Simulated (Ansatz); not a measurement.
# A series of single points on Sb

System: Sb (P2₁/m, 4 atoms in the cell).
Method: Kohn-Sham DFT of a periodic cell, r2SCAN, Ansatz PAW, no spin polarisation (Ansatz 0.2.0).

The 5 runs differ only in the geometry, by an even scaling of the cell at fixed fractional positions. The structure derives from a Materials Project entry.

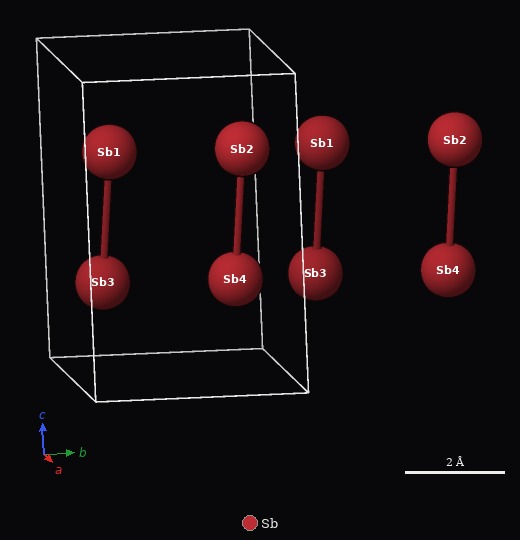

Figure 1. The structure of run 3 (ball-and-stick view of the cell of the calculation, repeated 1 × 2 × 1, seen slightly off an axis; atoms are numbered from 1 in the order of the input). An atom can appear more than once, as a periodic image.

## Input of run 3
```yaml
crystal:
  lattice:
    - [4.5277, 0.0, 0.0]
    - [0.0, 4.4211, 0.0]
    - [-1.320519, 0.0, 6.364348]
  atoms:
    - { symbol: Sb, position: [0.33993, 0.25, 0.68367] }
    - { symbol: Sb, position: [0.936638, 0.75, 0.762758] }
    - { symbol: Sb, position: [0.063362, 0.25, 0.237242] }
    - { symbol: Sb, position: [0.66007, 0.75, 0.31633] }
hamiltonian:
  xc: r2scan
  pseudopotentials: { kind: paw }
kpoints:
  mp_grid: { grid: [6, 6, 4] }
scf:
  occupations: { method: fermi_dirac, width: 0.05 }
output:
  forces: true
  stress: true
  eigenvalues: true
```

Command:
```bash
ansatz run input.yaml --threads 2 --pin off --max-ram 5632MiB --backend cpu --events-out ev --progress --plain --runs-dir out
```

Run 4 differs from it as follows:
```diff
-    - [4.5277, 0.0, 0.0]
-    - [0.0, 4.4211, 0.0]
-    - [-1.320519, 0.0, 6.364348]
+    - [4.5576856421, 0.0, 0.0]
+    - [0.0, 4.4503796612, 0.0]
+    - [-1.3292644138, 0.0, 6.4064972283]
```

## Results, with one run withheld

| run | volume per atom (Å³) | free energy per atom, from the lowest run given (meV) | pressure (GPa) |
| --- | --- | --- | --- |
| 1 | 29.938 | 12.30 | 2.83 |
| 2 | 31.212 | 0.00 | 0.35 |
| 3 | 31.849 | 0.71 | −0.69 |
| 4 | 32.486 | ? | ? |
| 5 | 33.760 | 24.77 | −3.20 |

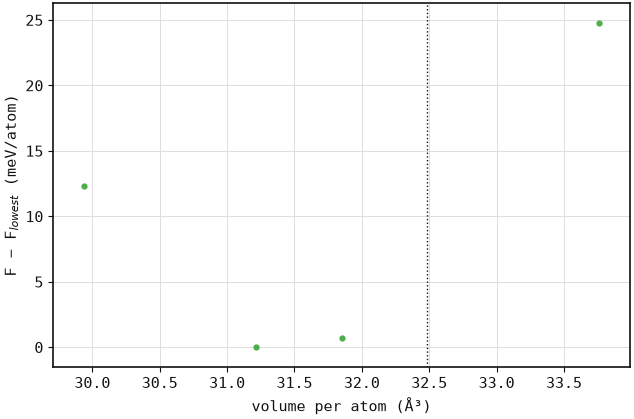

Figure 2. Free energy per atom of the runs given; the dotted line marks run 4.

Fit the runs given and predict run 4.

A quadratic polynomial in V^(−2/3) (the Birch–Murnaghan form), fitted to the 4 runs given, misses them by at most 0.03 meV per atom. With x = V^(−2/3) − 0.09996 Å⁻², it reads F = 0.017028 − 1027.5 x + 1.143e+06 x² (meV per atom). At run 4 it gives 5.26 meV per atom, and the run itself gives 5.34. The slope of the fit gives a pressure −dF/dV of −1.62 GPa there, and the run prints −1.62 GPa. The fit has its minimum at 31.430 Å³ per atom, where V d²F/dV² gives 52.2 GPa. Cell shape and fractional positions are held, so this is the stiffness under even scaling; the relaxed bulk modulus wasn't computed.

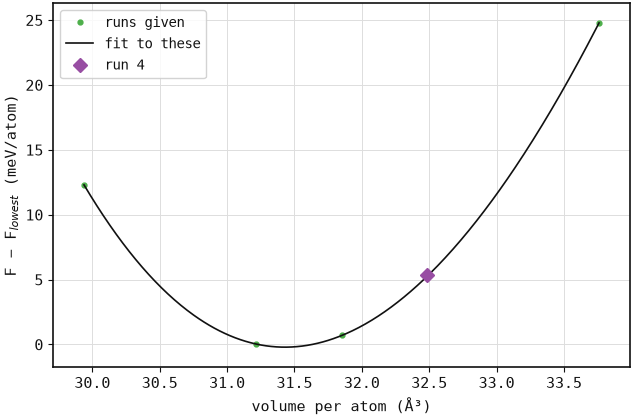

Figure 3. The fit and the withheld run.

## Output, shortened to warnings, some set-up lines, iterations and results (run 4)
```
Basis set: ecut = 500 eV, 3301 PW (Γ), exchange–correlation on 144×144×192 points (64 copies of the dense FFT grid, shifted against one another)
Symmetry: 4 space group operations
k-points: 56 of 144
Initial density: superposition of atomic densities (neutral atoms: chi_scale 0, normalization atom), corrected by the library's trained network
[...]
SCF iter   1: F=—  HF=-25995.948573 eV  |F-HF|=—  |Δ(HF+E_count)|=         —  Δρ=5.52e-3  dr2=2.35e-2  dr2_τ=3.63e-3  ethr=1.77e-3  ⟨swp⟩=8.1  Hψ=8882  notcnv=0
SCF iter   2: F=—  HF=-25995.969844 eV  |F-HF|=—  |Δ(HF+E_count)|=   2.13e-2  Δρ=3.17e-3  dr2=9.12e-3  dr2_τ=1.10e-4  ethr=3.92e-5  ⟨swp⟩=2.0  Hψ=3321  notcnv=0  defer=39
SCF iter   3: F=—  HF=-25995.972705 eV  |F-HF|=—  |Δ(HF+E_count)|=   2.86e-3  Δρ=6.98e-4  dr2=6.88e-4  dr2_τ=2.32e-5  ethr=1.52e-5  ⟨swp⟩=2.0  Hψ=2399  notcnv=0  defer=39
SCF iter   4: F=—  HF=-25995.972809 eV  |F-HF|=—  |Δ(HF+E_count)|=   1.05e-4  Δρ=2.20e-4  dr2=9.85e-5  dr2_τ=6.58e-7  ethr=1.15e-6  ⟨swp⟩=3.0  Hψ=3691  notcnv=0  defer=39
SCF iter   5: F=—  HF=-25995.972838 eV  |F-HF|=—  |Δ(HF+E_count)|=   2.91e-5  Δρ=6.50e-5  dr2=9.27e-6  dr2_τ=1.22e-7  ethr=1.64e-7  ⟨swp⟩=2.0  Hψ=2538  notcnv=0  defer=39
SCF iter   6: F=—  HF=-25995.972841 eV  |F-HF|=—  |Δ(HF+E_count)|=   2.27e-6  Δρ=1.77e-5  dr2=6.79e-7  dr2_τ=1.29e-8  ethr=1.54e-8  ⟨swp⟩=3.0  Hψ=3824  notcnv=0  defer=39
SCF iter   7: F=—  HF=-25995.972841 eV  |F-HF|=—  |Δ(HF+E_count)|=   1.54e-7  Δρ=6.90e-6  dr2=1.28e-7  dr2_τ=2.72e-9  ethr=1.67e-10  ⟨swp⟩=8.4  Hψ=8425  notcnv=0
SCF iter   8: F=-25995.972841 eV  HF=-25995.972841 eV  |F-HF|=2.84e-9  |Δ(HF+E_count)|=   2.30e-8  Δρ=2.51e-6  dr2=1.82e-8  dr2_τ=2.99e-10  ethr=1.67e-10  ⟨swp⟩=4.8  Hψ=6420  …
SCF 1 converged in 8 iterations: F = -25995.972841 eV  dr2 = 1.82e-8
SCF converged after 8 iterations
Free energy (F): -25995.972841 eV
Harris-Foulkes:  -25995.972841 eV  (|F-HF|=2.84e-9)
Internal energy: -25995.968250 eV  (E = F + TS)
E sigma→0 (E₀):  -25995.970545 eV
Entropy (-TS):   -0.004591 eV (-1.148 meV/atom)
Fermi energy:    8.770010 eV
--- Per-component energies (eV) ---
  E_band       = -775.065387
  E_kinetic    = 821.227301
  E_local      = -6693.624084  (includes V_loc(G=0)·N_el)
  E_nonlocal   = 1450.722857
  E_hartree    = 3025.772952
  E_xc         = -507.048207
  E_vxc        = -407.776089  (∫ρ·V_xc dr)
  E_paw        = -18406.414597  (= ΣΔE_a)
  E_vpaw       = -2024.812252  (= ΣTr[D̂ρ^β])
  E_aug_tail   = -0.000003  (compensation charges beyond the density's cutoff)
  E_vtau       = 27.650221  (kinetic-family band-sum trace: ∫τ·v_τ [+ j·A + Jᵃ·Aᵃ] dr)
  E_ewald      = -5688.628617
  E_core_change = 2.024148  (= ΣΔE_core)
  E_smearing   = -0.004591  (= −TS)
  E_closure    = -0.000000  (closes the sum)
  Σ components = -25995.972841   (vs F -25995.972841, Δ=0.00e0)
--- Forces (eV/Å), atoms counted from 1 ---
  atom   1  Sb    -0.36909509     0.00000000    -0.02750090
  atom   2  Sb     0.29267038     0.00000000    -0.35207694
  atom   3  Sb    -0.29267038     0.00000000     0.35207694
  atom   4  Sb     0.36909509    -0.00000000     0.02750090
  max |Σ_I F_I| component: 2.43e-17 eV/Å
--- Stress (GPa, compression-positive) ---
       -1.435774      -0.000000       0.123331
       -0.000000      -2.261965      -0.000000
        0.123332      -0.000000      -1.175154
  P = ⅓ Tr σ = -1.6243 GPa (-16.243 kbar)
```
